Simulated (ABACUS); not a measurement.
# Single-point calculation at one volume of an equation of state, with input and output: Al

System: Al (Fm-3m, 1 atom in the cell).
Method: Kohn-Sham DFT of a periodic cell, PBEsol, PseudoDojo NC SR 0.4.1 PBEsol standard, no spin polarisation (ABACUS 3.10.1).

The structure derives from an entry of the Crystallography Open Database. It belongs to a series of runs on one base structure; here: volume scaled by 0.94.

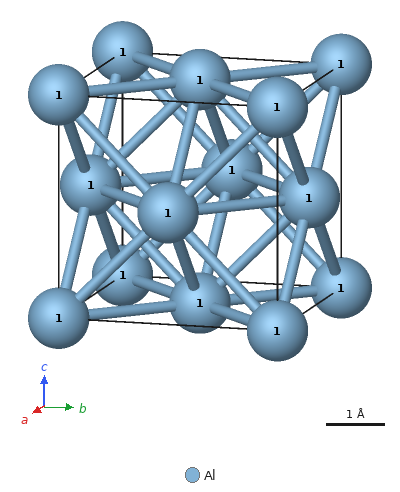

The input geometry (ball-and-stick view of the cell 4 times as large as that of the calculation, set on its symmetry axes, seen slightly off an axis; atoms are numbered from 1 in the order of the input). An atom can appear more than once, as a periodic image.

## Input file
```
INPUT_PARAMETERS
suffix              Al
calculation         scf
basis_type          pw
pseudo_dir          ./
symmetry            1
dft_functional      pbesol
ecutwfc             41
pseudo_rcut         7
nspin               1
nbands              6
ks_solver           dav
smearing_method     fd
smearing_sigma      0.00367493
scf_thr             1e-08
scf_nmax            100
mixing_type         broyden
mixing_beta         0.7
cal_force           1
cal_stress          1
kpar                4
```

## File STRU
```
ATOMIC_SPECIES
Al 26.9815 Al.upf

LATTICE_CONSTANT
1.8897261246

LATTICE_VECTORS
0.0000000000 1.9834708509 1.9834708509
1.9834708509 0.0000000000 1.9834708509
1.9834708509 1.9834708509 0.0000000000

ATOMIC_POSITIONS
Direct

Al
0.0
1
0.0000000000 0.0000000000 0.0000000000 1 1 1
```

## File KPT
```
K_POINTS
0
Gamma
11 11 11 0 0 0
```

Machine: 4 threads of Intel Xeon (Granite Rapids), 64 GiB of memory available, shared host.

Command:
```bash
OMP_NUM_THREADS=1 mpirun -np 4 abacus > log
```

## Log
```
ABACUS v3.10.1

               Atomic-orbital Based Ab-initio Computation at UStc

 ------------------------------------------------------------------------------------

 READING GENERAL INFORMATION
                           global_out_dir = OUT.Al/
                           global_in_card = INPUT
                               pseudo_dir = ./
                              orbital_dir =
                                    DSIZE = 4
                                    GSIZE = 1

 READING UNITCELL INFORMATION
                                    ntype = 1
                  lattice constant (Bohr) = 1.88973
              lattice constant (Angstrom) = 1

 READING ATOM TYPE 1
                               atom label = Al
                      L=0, number of zeta = 1
                      L=1, number of zeta = 1
                      L=2, number of zeta = 1
             number of atom for this type = 1

                        TOTAL ATOM NUMBER = 1
DIRECT COORDINATES
    atom                   x                   y                   z     mag                  vx                  vy                  vz
taud_Al1            0.0000000000        0.0000000000        0.0000000000  0.0000        0.0000000000        0.0000000000        0.0000000000

                          Volume (Bohr^3) = 105.318
                             Volume (A^3) = 15.6066

 Lattice vectors: (Cartesian coordinate: in unit of a_0)
                   +0            +1.98347            +1.98347
             +1.98347                  +0            +1.98347
             +1.98347            +1.98347                  +0
 Reciprocal vectors: (Cartesian coordinate: in unit of 2 pi/a_0)
            -0.252083           +0.252083           +0.252083
            +0.252083           -0.252083           +0.252083
            +0.252083           +0.252083           -0.252083
 The esolver type has been set to : ksdft_pw

                PAO radial cut off (Bohr) = 7

 Read in pseudopotential file is Al.upf
                     pseudopotential type = NC
          exchange-correlation functional = PBESOL
                 nonlocal core correction = 1
                        valence electrons = 3
                                     lmax = 2
                           number of zeta = 2
                     number of projectors = 6
                           L of projector = 0
                           L of projector = 0
                           L of projector = 1
                           L of projector = 1
                           L of projector = 2
                           L of projector = 2
     initial pseudo atomic orbital number = 4

 SETUP THE ELECTRONS NUMBER
            electron number of element Al = 3
      total electron number of element Al = 3
            AUTOSET number of electrons:  = 3
                           occupied bands = 2
                                   NBANDS = 6
                                   NLOCAL = 9

 SETUP THE PLANE WAVE BASIS
 energy cutoff for charge/potential (unit:Ry) = 164
            fft grid for charge/potential = [ 24, 24, 24 ]
                        fft grid division = [ 1, 1, 1 ]
        big fft grid for charge/potential = [ 24, 24, 24 ]
                                     nbxx = 13824
                                     nrxx = 13824

 SETUP PLANE WAVES FOR CHARGE/POTENTIAL
                    number of plane waves = 3719
                         number of sticks = 313

 PARALLEL PW FOR CHARGE/POTENTIAL
     PROC   COLUMNS(POT)             PW
        1            313           3719
 --------------- sum -------------------
        1            313           3719
                            number of |g| = 80
                                  max |g| = 14.7427
                                  min |g| = 0

----------- Double Check Mixing Parameters Begin ------------
mixing_type: broyden
mixing_beta: 0.7
mixing_gg0: 1
mixing_gg0_min: 0.1
mixing_ndim: 8
----------- Double Check Mixing Parameters End ------------

 LATTICE VECTORS: (CARTESIAN COORDINATE: IN UNIT OF A0)
                   +0            +1.98347            +1.98347
             +1.98347                  +0            +1.98347
             +1.98347            +1.98347                  +0
                       right hand lattice = 1
                                   NORM_A = 2.80505
                                   NORM_B = 2.80505
                                   NORM_C = 2.80505
                           ALPHA (DEGREE) = 60
                           BETA  (DEGREE) = 60
                           GAMMA (DEGREE) = 60

 The lattice vectors have been changed (STRU_SIMPLE.cif)

(for optimal symmetric configuration:)
                             BRAVAIS TYPE = 3
                     BRAVAIS LATTICE NAME = 03. Cubic F (face-centered)
                                    ibrav = 3
                                    IBRAV = 3
                                  BRAVAIS = FACE CENTERED CUBIC
                       LATTICE CONSTANT A = 3.96694
Original cell was already a primitive cell.
                        ROTATION MATRICES = 48
              PURE POINT GROUP OPERATIONS = 48
                   SPACE GROUP OPERATIONS = 48
                              POINT GROUP = O_h
               POINT GROUP IN SPACE GROUP = O_h

 SETUP K-POINTS
                                    nspin = 1
                   Input type of k points = Monkhorst-Pack(Gamma)
                                   nkstot = 1331
                       right hand lattice = 1
(for reciprocal lattice: )
                             BRAVAIS TYPE = 2
                     BRAVAIS LATTICE NAME = 02. Cubic I (body-centered)
                                    ibrav = 2
                       right hand lattice = 1
(for k-lattice: )
                             BRAVAIS TYPE = 2
                     BRAVAIS LATTICE NAME = 02. Cubic I (body-centered)
                                    ibrav = 2
                       right hand lattice = 1
                        ROTATION MATRICES = 48
                               nkstot_ibz = 56
K-POINTS REDUCTION ACCORDING TO SYMMETRY
     IBZ    DIRECT_X    DIRECT_Y    DIRECT_Z  WEIGHT  ibz2bz
       1  0.00000000  0.00000000  0.00000000  0.0008       0
       2  0.09090909  0.09090909  0.09090909  0.0060       1
       3  0.18181818  0.18181818  0.18181818  0.0060       2
       4  0.27272727  0.27272727  0.27272727  0.0060       3
       5  0.36363636  0.36363636  0.36363636  0.0060       4
       6  0.45454545  0.45454545  0.45454545  0.0060       5
       7  0.09090909  0.09090909  0.00000000  0.0045      12
       8  0.18181818  0.18181818  0.09090909  0.0180      13
       9  0.27272727  0.27272727  0.18181818  0.0180      14
      10  0.36363636  0.36363636  0.27272727  0.0180      15
      11  0.45454545  0.45454545  0.36363636  0.0180      16
      12 -0.45454545  0.45454545  0.45454545  0.0180      17
      13  0.45454545  0.36363636  0.36363636  0.0180      18
      14  0.36363636  0.27272727  0.27272727  0.0180      19
      15  0.27272727  0.18181818  0.18181818  0.0180      20
      16  0.18181818  0.09090909  0.09090909  0.0090      21
      17  0.18181818  0.18181818  0.00000000  0.0045      24
      18  0.27272727  0.27272727  0.09090909  0.0180      25
      19  0.36363636  0.36363636  0.18181818  0.0180      26
      20  0.45454545  0.45454545  0.27272727  0.0180      27
      21 -0.36363636  0.45454545  0.45454545  0.0180      28
      22 -0.45454545  0.36363636  0.36363636  0.0180      29
      23  0.45454545  0.27272727  0.27272727  0.0180      30
      24  0.36363636  0.18181818  0.18181818  0.0090      31
      25  0.27272727  0.27272727  0.00000000  0.0045      36
      26  0.36363636  0.36363636  0.09090909  0.0180      37
      27  0.45454545  0.45454545  0.18181818  0.0180      38
      28 -0.27272727  0.45454545  0.45454545  0.0180      39
      29 -0.36363636  0.36363636  0.36363636  0.0180      40
      30 -0.45454545  0.27272727  0.27272727  0.0090      41
[... 26 further k points ...]

                               nkstot now = 56
[... K-POINTS DIRECT COORDINATES: 56 rows ...]

           k-point number in this process = 14
       minimum distributed K point number = 14
[... stars of the k points ...]

[... K-POINTS CARTESIAN COORDINATES: 14 rows ...]

[... K-POINTS DIRECT COORDINATES: 14 rows ...]

 SETUP PLANE WAVES FOR WAVE FUNCTIONS
     energy cutoff for wavefunc (unit:Ry) = 41
              fft grid for wave functions = [ 24, 24, 24 ]
                    number of plane waves = 821
                         number of sticks = 121

 PARALLEL PW FOR WAVE FUNCTIONS
     PROC   COLUMNS(POT)             PW
        1            121            821
 --------------- sum -------------------
        1            121            821

 SETUP NONLOCAL PSEUDOPOTENTIALS IN PLANE WAVE BASIS
 Al non-local projectors:
 projector 1 L=0
 projector 2 L=0
 projector 3 L=1
 projector 4 L=1
 projector 5 L=2
 projector 6 L=2
      TOTAL NUMBER OF NONLOCAL PROJECTORS = 18

 Init Non-Local PseudoPotential table :
 Init Non-Local-Pseudopotential done.

                                     npwx = 487

 Make real space PAO into reciprocal space.
       max mesh points in Pseudopotential = 701
     dq(describe PAO in reciprocal space) = 0.01
                                    max q = 773

 number of pseudo atomic orbitals for Al is 2
WARNING: norm of atomic wavefunction # 1 of atomic type Al is 0.99922, renormalized
WARNING: norm of atomic wavefunction # 2 of atomic type Al is 0.98516, renormalized

 -------------------------------------------
 SELF-CONSISTENT
 -------------------------------------------
                                 init_chg = atomic

 PW ALGORITHM --------------- ION=   1  ELEC=   1--------------------------------
 Notice: Threshold on eigenvalues was too large.
 hsover_error=0.03 > DRHO=0.00569102
 Origin diag ethr = 0.01
 New diag ethr = 0.000189701

 Density error is 0.00569070975311
                          Error Threshold = 0.000189700507671
----------------------------------------------------------
     Energy           Rydberg                 eV
----------------------------------------------------------
 E_KohnSham     -4.6406714060        -63.1395736676
 E_Harris       -4.6204197178        -62.8640353139
 E_Fermi        0.6230329796         8.4767985652
----------------------------------------------------------

 PW ALGORITHM --------------- ION=   1  ELEC=   2--------------------------------

 Density error is 0.000624596990695
                          Error Threshold = 0.000189690325104
----------------------------------------------------------
     Energy           Rydberg                 eV
----------------------------------------------------------
 E_KohnSham     -4.6404927849        -63.1371434024
 E_Harris       -4.6326716112        -63.0307308748
 E_Fermi        0.6218692052         8.4609646019
----------------------------------------------------------

 PW ALGORITHM --------------- ION=   1  ELEC=   3--------------------------------

 Density error is 5.94326697927e-07
                          Error Threshold = 2.08198996898e-05
----------------------------------------------------------
     Energy           Rydberg                 eV
----------------------------------------------------------
 E_KohnSham     -4.6405180293        -63.1374868704
 E_Harris       -4.6404862606        -63.1370546345
 E_Fermi        0.6214950483         8.4558739360
----------------------------------------------------------

 PW ALGORITHM --------------- ION=   1  ELEC=   4--------------------------------

 Density error is 4.35092906591e-08
                          Error Threshold = 1.98108899309e-08
----------------------------------------------------------
     Energy           Rydberg                 eV
----------------------------------------------------------
 E_KohnSham     -4.6405193299        -63.1375045661
 E_Harris       -4.6404551161        -63.1366308920
 E_Fermi        0.6214993982         8.4559331186
----------------------------------------------------------

 PW ALGORITHM --------------- ION=   1  ELEC=   5--------------------------------

 Density error is 6.34133848793e-11
                          Error Threshold = 1.45030968864e-09
----------------------------------------------------------
     Energy           Rydberg                 eV
----------------------------------------------------------
 E_KohnSham     -4.6405193312        -63.1375045830
 E_KS(sigma->0) -4.6403770069        -63.1355681622
 E_Harris       -4.6405198527        -63.1375116786
 E_band         0.8545404977         11.6266199403
 E_one_elec     3.0515726223         41.5187755237
 E_Hartree      0.0078314596         0.1065524743
 E_xc           -2.1951865492        -29.8670452423
 E_Ewald        -5.5044522153        -74.8919144972
 E_entropy(-TS) -0.0002846485        -0.0038728415
 E_descf        0.0000000000         0.0000000000
 E_exx          0.0000000000         0.0000000000
 E_Fermi        0.6214965482         8.4558943427
----------------------------------------------------------

 charge density convergence is achieved
 final etot is -63.137504583 eV
 EFERMI = 8.4558943427 eV

 STATE ENERGY(eV) AND OCCUPATIONS    NSPIN == 1
 1/14 kpoint (Cartesian) = 0.0000 0.0000 0.0000 (459 pws)
       1       -3.06288     0.00150263
       2        21.3809        0.00000
       3        21.3809        0.00000
       4        21.3809        0.00000
       5        23.2449        0.00000
       6        23.2449        0.00000

 2/14 kpoint (Cartesian) = 0.022917 0.022917 0.022917 (483 pws)
       1       -2.83010      0.0120210
       2        18.4527    1.77502e-89
       3        20.8026        0.00000
       4        20.8026        0.00000
       5        23.8066        0.00000
       6        24.1814        0.00000

 3/14 kpoint (Cartesian) = 0.045833 0.045833 0.045833 (483 pws)
       1       -2.13411      0.0120210
       2        14.6930    8.03177e-57
       3        20.0864        0.00000
       4        20.0864        0.00000
       5        23.5307        0.00000
       6        24.9630        0.00000

 4/14 kpoint (Cartesian) = 0.068750 0.068750 0.068750 (477 pws)
       1      -0.981938      0.0120210
       2        11.1525    4.54129e-26
       3        19.6788        0.00000
       4        19.6788        0.00000
       5        23.2929        0.00000
       6        23.3018        0.00000

 5/14 kpoint (Cartesian) = 0.091667 0.091667 0.091667 (474 pws)
       1       0.614923      0.0120210
       2        7.94206      0.0120206
       3        19.6354        0.00000
       4        19.6354        0.00000
       5        21.8289        0.00000
       6        21.8289        0.00000

 6/14 kpoint (Cartesian) = 0.11458 0.11458 0.11458 (470 pws)
       1        2.63607      0.0120210
       2        5.10993      0.0120210
       3        19.9607        0.00000
       4        19.9607        0.00000
       5        20.7331        0.00000
       6        20.7331        0.00000

[... levels at 8 further k points ...]

------------------------------------------------------------------------------------------
 TOTAL-FORCE (eV/Angstrom)
------------------------------------------------------------------------------------------
                       Al1         0.0000000000         0.0000000000         0.0000000000
------------------------------------------------------------------------------------------

----------------------------------------------------------------
 TOTAL-STRESS (KBAR)
----------------------------------------------------------------
        32.6077958910         0.0000000000         0.0000000000
         0.0000000000        32.6077958910        -0.0000000000
         0.0000000000        -0.0000000000        32.6077958910
----------------------------------------------------------------
 TOTAL-PRESSURE: 32.607796 KBAR

 --------------------------------------------
 !FINAL_ETOT_IS -63.1375045829904167 eV
 --------------------------------------------
```

## Standard output
```
ABACUS v3.10.1

               Atomic-orbital Based Ab-initio Computation at UStc

 UNIFORM GRID DIM        : 24 * 24 * 24
 UNIFORM GRID DIM(BIG)   : 24 * 24 * 24
 ---------------------------------------------------------
 Self-consistent calculations for electrons
 ---------------------------------------------------------
 SPIN    KPOINTS         PROCESSORS  THREADS
 1       56              4           4
 ---------------------------------------------------------
 Use plane wave basis
 ---------------------------------------------------------
 ELEMENT NATOM       XC
 Al      1
 ---------------------------------------------------------
 Initial plane wave basis and FFT box
 ---------------------------------------------------------
 -------------------------------------------
 SELF-CONSISTENT :
 -------------------------------------------
 START CHARGE      : atomic
 ITER       ETOT/eV          EDIFF/eV         DRHO     TIME/s
 DA1     -6.31395737e+01   0.00000000e+00   5.6907e-03   0.16
 DA2     -6.31371434e+01   2.43026519e-03   6.2460e-04   0.04
 DA3     -6.31374869e+01  -3.43468011e-04   5.9433e-07   0.05
 DA4     -6.31375046e+01  -1.76957040e-05   4.3509e-08   0.10
 DA5     -6.31375046e+01  -1.69056642e-08   6.3413e-11   0.06
----------------------------------------------------------------
 TOTAL-STRESS (KBAR)
----------------------------------------------------------------
        32.6077958910         0.0000000000         0.0000000000
         0.0000000000        32.6077958910        -0.0000000000
         0.0000000000        -0.0000000000        32.6077958910
----------------------------------------------------------------
 TOTAL-PRESSURE: 32.607796 KBAR
```

## Results in brief

```tsv
quantity	value
outcome	converged
space group (tolerance 0.01 Å)	Fm-3m (225)
electrons treated	3
free energy	−63.1375 eV
Fermi energy	8.456 eV
gap on the k-point mesh	none (metallic)
pressure	3.26 GPa
largest force (length of the vector)	under 0.001 eV/Å
wall time	0.8 s (CPU time 2.7 s)
peak memory	0.2 GiB
```
